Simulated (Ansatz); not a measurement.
**MoSe: density, localisation and related maps**

Input

```
crystal:
  lattice:
    - [3.4404515405, 0.0, 0.0]
    - [-1.7202257703, 2.9795184346, 0.0]
    - [0.0, 0.0, 6.6353661253]
  atoms:
    - { symbol: Mo, position: [0.0, 0.0, 0.0] }
    - { symbol: Mo, position: [0.0, 0.0, 0.5] }
    - { symbol: Se, position: [0.3333333333, 0.6666666667, 0.25] }
    - { symbol: Se, position: [0.6666666667, 0.3333333333, 0.75] }
basis:
  ecutwfc: 420
kpoints:
  mp_grid: { grid: [12, 12, 6] }
hamiltonian:
  xc: pbe
scf:
  occupations: { method: gaussian, width: 0.1 }
output:
  forces: true
  stress: true
  eigenvalues: true
  write_density: true
  write_potential: true
  elf: true
  volumetric_format: npy
relax:
  adjacent_minimum: "off"
  f_tol: 0.01
  max_steps: 80
  cell: { stress_tol: 0.05 }
```

Run with:

```sh
ansatz run input.yaml --threads 1 --pin off --max-ram 2560MiB --backend cpu --events-out ev --progress --plain --runs-dir out
```

Below, planes, directions and counts refer to the conventional cell (a = 3.28 Å, b = 3.28 Å, c = 7.15 Å, α = 90.00°, β = 90.00°, γ = 120.00°).

The fields are those of the relaxed geometry.

Space group P6₃/mmc; started from the nickel arsenide prototype, which need not be the ambient phase; computed without spin polarisation.

Computed with DFT PBE, scalar-relativistic, plane waves, PAW in Ansatz 0.2.0.

Core electrons are frozen (PAW), and the valence fields are smoothed inside the atomic spheres.

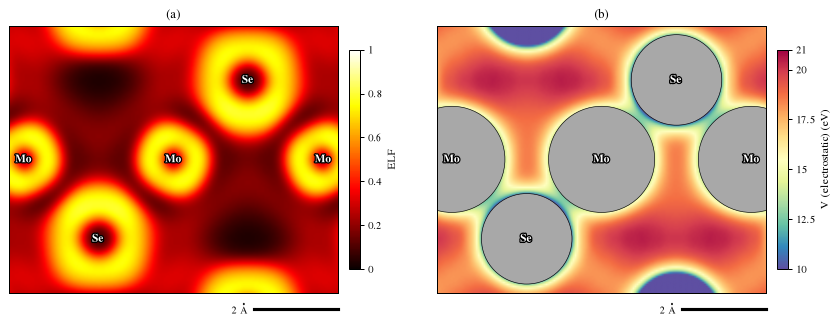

Figure 1. (a) electron localisation function; (b) electrostatic potential energy of an electron on the (110) plane of the conventional cell. Grey discs cover the atomic cores in the potential map.

**Read the bonding off the picture.**

Atoms in the plane: Mo and Se.
Mo–Se (2.61 Å): the ELF is about 0.35 at the midpoint.
The features right at Mo lie inside the PAW spheres, where the map follows smoothed inner orbitals and isn't to be read closely.
Outside the cores the potential energy rises away from the atoms and is highest about 2.1 Å from the nearest atoms; its zero is arbitrary.

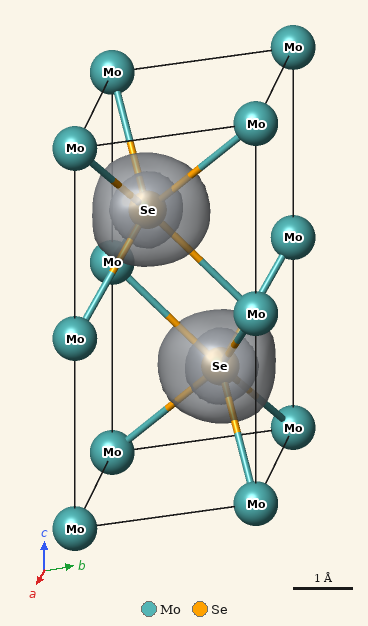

Figure 2. Isosurface of the ELF at 0.7 (grey), seen at an oblique angle. Only the valence region is drawn (cores and ρ < 0.01 e/Å³ removed). Sticks mark near contacts.

**Describe the localisation domains.**

The surface consists of two regions wrapped around Se (the valence shell of each), counted in one cell of 4 atoms. Any copies at cell faces, edges or corners count once.

**Does the calculation make it a metal, or give it a gap?**

It is metallic or semimetallic at this level of theory: no gap opens; semilocal functionals without U, or without the true magnetic order, often close the gap of such compounds.
